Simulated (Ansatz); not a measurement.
The calculation's input:

```
crystal:
  lattice:
    - [2.9379988584, 0.0, 0.0]
    - [-1.4689994292, 2.5443816477, 0.0]
    - [0.0, 0.0, 2.883]
  atoms:
    - { symbol: Ta, position: [0.3333333333, 0.6666666667, 0.5] }
    - { symbol: "N", position: [0.0, 0.0, 0.0] }
kpoints:
  mp_grid: { grid: [12, 12, 10] }
  band_path:
    path:
      - [0.0, 0.0, 0.0]
      - [0.5, 0.0, 0.0]
      - [0.3333333333, 0.3333333333, 0.0]
      - [0.0, 0.0, 0.0]
      - [0.0, 0.0, 0.5]
      - [0.5, 0.0, 0.5]
      - [0.3333333333, 0.3333333333, 0.5]
      - [0.0, 0.0, 0.5]
      - [0.5, 0.0, 0.5]
    npoints: 14
scf:
  occupations: { method: fermi_dirac, width: 0.02 }
hamiltonian:
  xc: pbe
  pseudopotentials: { kind: paw }
output:
  forces: true
  stress: true
  eigenvalues: true
  efg: { contact_densities: true }
  populations: true
  bader: true
  dos: { projected: true, de: 0.2, e_range: [-14, 8] }
  write_density: true
  write_potential: true
  elf: true
  volumetric_format: npy
```

Run with:

```sh
ansatz run input.yaml --threads 1 --pin off --max-ram 2048MiB --backend cpu --events-out ev --progress --plain --runs-dir out
```

Below, planes, directions and counts refer to the conventional cell (a = 2.94 Å, b = 2.94 Å, c = 2.88 Å, α = 90.00°, β = 90.00°, γ = 120.00°).

Space group P-6m2; computed pressure about 5 GPa in this cell.

Method: Ansatz, DFT, PBE, PAW with Ansatz's default frozen-core files, scalar-relativistic.

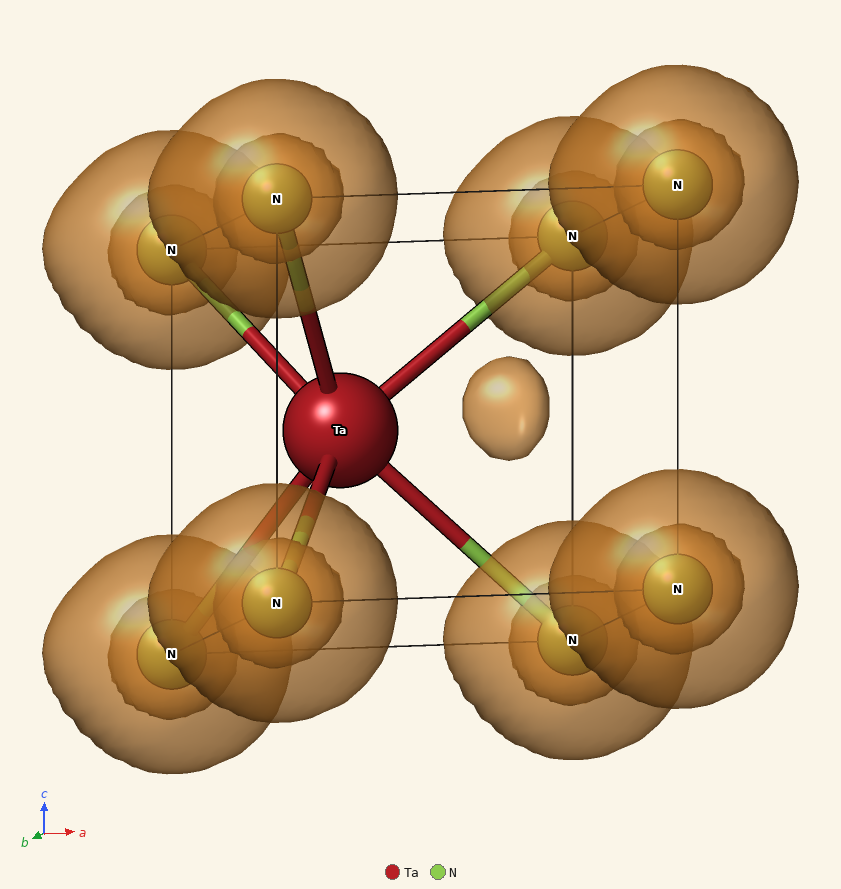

TaN. Isosurface of the ELF at 0.7 (orange), seen at an oblique angle. Core shells and regions of very low density are left out. Sticks mark near contacts.

### Describe the localisation domains.

At this value the surface marks out one region wrapped around N (its valence shell) and one pocket between the atoms, centred on no nucleus (multi-centre or interstitial), counted in one cell of 2 atoms. Regions shared between cells count once. Profiles from the grid: Ta–N (2.23 Å): the ELF peaks at about 0.80 in the valence shell of N, 0.7 Å from its nucleus, and is about 0.20 at the midpoint (no shared electron pair shows on this line). Ta–Ta (2.88 Å): the ELF is about 0.25 at the midpoint: no localised pair shows between them.
